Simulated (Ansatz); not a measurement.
## Single-point calculation of Al2Cu

The run: single-point calculation of Al2Cu (I4/mmm, 3 atoms in the cell). Method and program: DFT PBEsol, scalar-relativistic, plane waves, PAW, no spin polarisation (Ansatz 0.2.0).

The structure derives from a Materials Project entry. Figures and captions count atoms from 1; the log counts them from 0 in places.

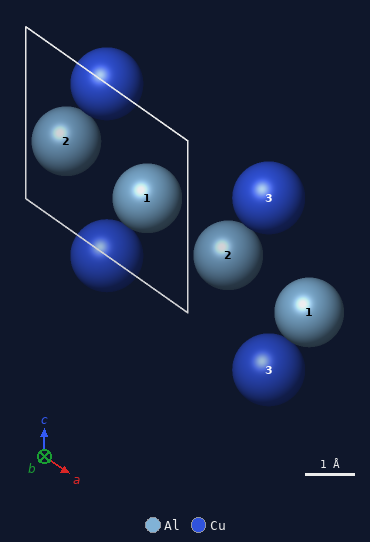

Fig. 1: The structure as given in the input (spheres-only view of the cell of the calculation, repeated 2 × 1 × 1, along the b axis; atoms are numbered from 1 in the order of the input). An atom can appear more than once, as a periodic image.

Summary

- outcome: converged
- space group (tolerance 0.01 Å): I4/mmm (139)
- electrons treated: 25
- free energy: −7638.4167 eV
- Fermi energy: 9.295 eV
- gap on the k-point mesh: none (metallic)
- pressure: −0.25 GPa
- largest force (length of the vector): under 0.001 eV/Å
- hardware: 2 threads of Intel Xeon (Granite Rapids), 32 GiB of memory available, shared host
- wall time: 0.87 s (CPU time 1.5 s)
- peak memory: 0.38 GiB

Input
```yaml
crystal:
  lattice:
    - [-2.0303375, 2.0303375, 2.851094]
    - [2.0303375, -2.0303375, 2.851094]
    - [2.0303375, 2.0303375, -2.851094]
  atoms:
    - { symbol: Al, position: [0.75, 0.25, 0.5] }
    - { symbol: Al, position: [0.25, 0.75, 0.5] }
    - { symbol: Cu, position: [0.5, 0.5, 0.0] }
basis:
  ecutwfc: 420
kpoints:
  mp_grid: { grid: [6, 6, 6] }
hamiltonian:
  xc: pbesol
scf:
  occupations: { method: gaussian, width: 0.1 }
output:
  forces: true
  stress: true
  eigenvalues: true
```

Run as:
```bash
ansatz run input.yaml --threads 2 --pin off --max-ram 5120MiB --backend cpu --events-out ev --progress --plain --runs-dir out
```

The program's output
```
Engine: ansatz 0.2.0, x86_64-unknown-linux-gnu
Pseudopotentials: kind: paw
Pseudopotential: Al, paw, valence charge 3, recommended cutoff 420 eV (normal), Al.paw.azcp
Pseudopotential: Cu, paw, valence charge 19, recommended cutoff 420 eV (normal), Cu.paw.azcp
Functional definition: PBEsol
  exchange = pbesol_x
  correlation = pbesol_c
Crystal: 3 atoms, lattice volume = 47.012 Å³
Basis set: ecut = 420 eV, 925 PW (Γ), exchange–correlation on 60×60×60 points (8 copies of the dense FFT grid, shifted against one another)
Bands: 17, of which v1, the nominal top of the filled ones, is band 13 counted from 1 (12 counted from 0)
Symmetry: 16 space group operations
Space group: I4/mmm (ITA 139), of the structure as read, at distance tolerance 3.6e-5 Å
k-points: 30 of 216
Non-local potential: Al, projectors of the file, l = 0: 2, l = 1: 2, l = 2: 1
Non-local potential: Cu, projectors of the file, l = 0: 3, l = 1: 2, l = 2: 3, l = 3: 1
PAW form: soft (Blöchl's): semilocal exchange-correlation on the pseudo side does not see the compensation charge
PAW frozen core: Al, regenerated for the run's functional, and the local potential with it (the file was generated under x = pbe(κ = 0.804, μ = 0.2195149727645171), c = pbe(β = 0.06672455060314922))
PAW frozen core: Cu, regenerated for the run's functional, and the local potential with it (the file was generated under x = pbe(κ = 0.804, μ = 0.2195149727645171), c = pbe(β = 0.06672455060314922))
PAW one-centre angular grid: Al, 110 points (default); XC on 64 Gauss nodes
PAW one-centre angular grid: Cu, 590 points (default); XC on 64 Gauss nodes
Initial density: superposition of atomic densities (neutral atoms: chi_scale 0, normalization atom), corrected by the library's trained network
Initial wavefunctions: pseudopotential atomic-orbital guess
Functional: x = pbesol(κ = 0.804, μ = 0.12345679012345678), c = pbesol(β = 0.046)
SCF iter   1: F=—  HF=-7638.420723 eV  |F-HF|=—  |Δ(HF+E_count)|=         —  Δρ=9.12e-3  dr2=2.16e-2  ethr=1.77e-3  ⟨swp⟩=5.1  Hψ=2532  notcnv=0
preconditioner: auto → Kerker (q_TF=auto, 2.456 Å⁻¹)  [metal: Δε(μ)=0.073 eV  Ē_g=8.439 eV  σ=0.100 eV  W_gap=0.39  n_scr=14 (ndim 8)  ℏωp=22.3 eV  f_vac=0.002  D(μ)=1.11/eV (n_scr^D=8)]
SCF iter   2: F=—  HF=-7638.416802 eV  |F-HF|=—  |Δ(HF+E_count)|=   3.92e-3  Δρ=1.12e-3  dr2=6.22e-4  ethr=8.63e-5  ⟨swp⟩=2.0  Hψ=1028  notcnv=0  defer=4
SCF iter   3: F=—  HF=-7638.416687 eV  |F-HF|=—  |Δ(HF+E_count)|=   1.15e-4  Δρ=1.05e-3  dr2=4.73e-4  ethr=2.49e-6  ⟨swp⟩=2.0  Hψ=670  notcnv=0  defer=4
SCF iter   4: F=—  HF=-7638.416716 eV  |F-HF|=—  |Δ(HF+E_count)|=   2.94e-5  Δρ=3.57e-4  dr2=8.43e-5  ethr=1.89e-6  ⟨swp⟩=1.0  Hψ=500  notcnv=0  defer=4
SCF iter   5: F=—  HF=-7638.416713 eV  |F-HF|=—  |Δ(HF+E_count)|=   3.46e-6  Δρ=7.24e-5  dr2=3.93e-6  ethr=3.37e-7  ⟨swp⟩=1.2  Hψ=539  notcnv=0  defer=4
SCF iter   6: F=—  HF=-7638.416713 eV  |F-HF|=—  |Δ(HF+E_count)|=   3.36e-7  Δρ=2.84e-5  dr2=5.08e-7  ethr=1.57e-8  ⟨swp⟩=2.5  Hψ=754  notcnv=0  defer=4
SCF iter   7: F=-7638.416712 eV  HF=-7638.416712 eV  |F-HF|=2.11e-8  |Δ(HF+E_count)|=   1.25e-7  Δρ=4.77e-6  dr2=1.35e-8  ethr=4.00e-10  ⟨swp⟩=4.9  Hψ=1822  notcnv=0
the search or the solves at the SCF's close seem to have found levels that the self-consistency loop had missed (the run counts 1). By its estimate they hold under 1e-12 electrons; where the run keeps them, the occupations were computed again with them
SCF 1 converged in 7 iterations: F = -7638.416712 eV  dr2 = 1.35e-8
  greatest PAW one-centre occupation: 1.000 electrons in one spin orbital (limit 2), on the Cu atom at site 2 (counted from 0), in its partial waves of l = 0
SCF converged after 7 iterations
Free energy (F): -7638.416712 eV
Harris-Foulkes:  -7638.416712 eV  (|F-HF|=2.11e-8)
Internal energy: -7638.411164 eV  (E = F + TS)
E sigma→0 (E₀):  -7638.413938 eV
Entropy (-TS):   -0.005548 eV (-1.849 meV/atom)
Fermi energy:    9.295433 eV
--- Per-component energies (eV) ---
  E_band       = -491.596173
  E_kinetic    = 346.838716
  E_local      = -5883.174942  (includes V_loc(G=0)·N_el)
  E_nonlocal   = 403.531424
  E_hartree    = 2630.428288
  E_xc         = -169.312316
  E_vxc        = -175.721296  (∫ρ·V_xc dr)
  E_paw        = -2528.805216  (= ΣΔE_a)
  E_vpaw       = -443.936056  (= ΣTr[D̂ρ^β])
  E_aug_tail   = 0.000238  (compensation charges beyond the density's cutoff)
  E_ewald      = -2438.161835
  E_core_change = 0.244480  (= ΣΔE_core)
  E_smearing   = -0.005548  (= −TS)
  E_closure    = -0.000000  (closes the sum)
  Σ components = -7638.416712   (vs F -7638.416712, Δ=0.00e0)
--- Forces (eV/Å), atoms counted from 1 ---
  atom   1  Al     0.00000000     0.00000000     0.00000000
  atom   2  Al     0.00000000    -0.00000000     0.00000000
  atom   3  Cu    -0.00000000     0.00000000     0.00000000
  max |Σ_I F_I| component: 6.94e-18 eV/Å
--- Stress (GPa, compression-positive) ---
       -0.281635      -0.000000       0.000000
       -0.000000      -0.281635       0.000000
        0.000000       0.000000      -0.195068
  P = ⅓ Tr σ = -0.2528 GPa (-2.528 kbar)
--- Band table (eV; the first three rows and the last of 30) ---
  k-point 0: bands = ["-104.2334", "-61.7324", "-61.7324", "-61.7286", "-0.9555", "4.7467", "4.7539", "4.7539", "5.3226", "5.3341", "12.2076", "12.2076", "12.2600", "12.2812", "12.3601", "12.3601", "13.7119"]
  k-point 1: bands = ["-104.2334", "-61.7324", "-61.7324", "-61.7286", "-0.4579", "4.6122", "4.8251", "4.8342", "5.2335", "5.3719", "9.7532", "9.8105", "10.4717", "11.0438", "12.9022", "15.3668", "15.4695"]
  k-point 2: bands = ["-104.2334", "-61.7325", "-61.7324", "-61.7286", "1.0064", "4.3254", "4.9210", "5.0590", "5.0716", "5.4532", "7.1356", "8.0342", "8.0867", "10.0863", "11.2839", "17.8384", "17.8407"]
  k-point 29: bands = ["-104.2334", "-61.7324", "-61.7324", "-61.7287", "3.2305", "3.4491", "4.1533", "5.2674", "5.2674", "5.4910", "5.6061", "7.3133", "7.3133", "9.7127", "10.8233", "18.3648", "20.0451"]
```

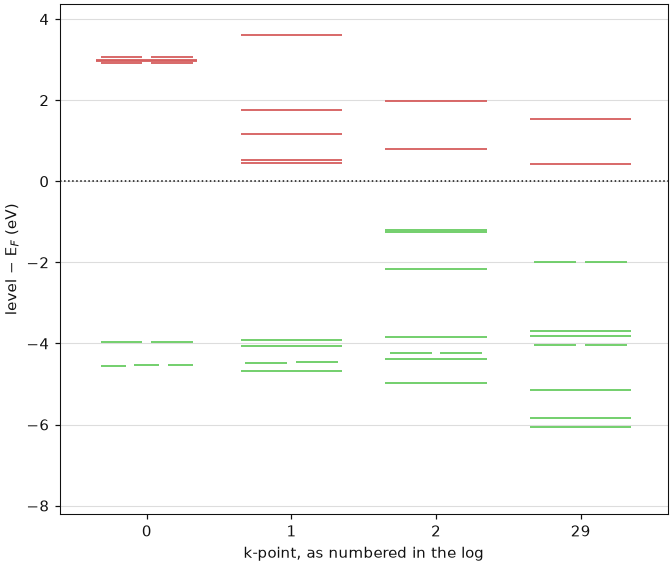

Fig. 2: Kohn–Sham levels near the Fermi level (dotted) at the few k-points that the log prints; levels within 0.02 eV of each other stand side by side. The system is metallic on the full mesh.
